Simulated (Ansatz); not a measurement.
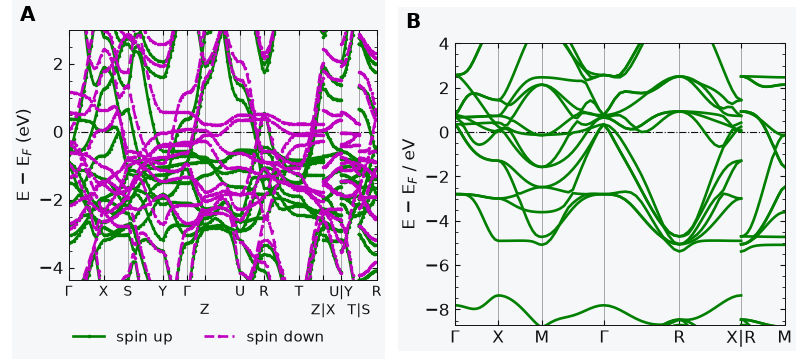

Two computed band structures (energies from the Fermi level, put mid-gap where there is a gap).

Match each plot to its system.
1. AlCo, space group Pmmm, 4 atoms in the cell; PBE, Ansatz
2. WC$_{4}$, space group Pm-3m, 5 atoms in the cell; PBE, Ansatz

Answer. A is 1 (AlCo: metal, path Γ–X–S–Y–Γ–Z–U–R–T–Z|X–U|Y–T|S–R); B is 2 (WC$_{4}$: metal, path Γ–X–M–Γ–R–X|R–M).
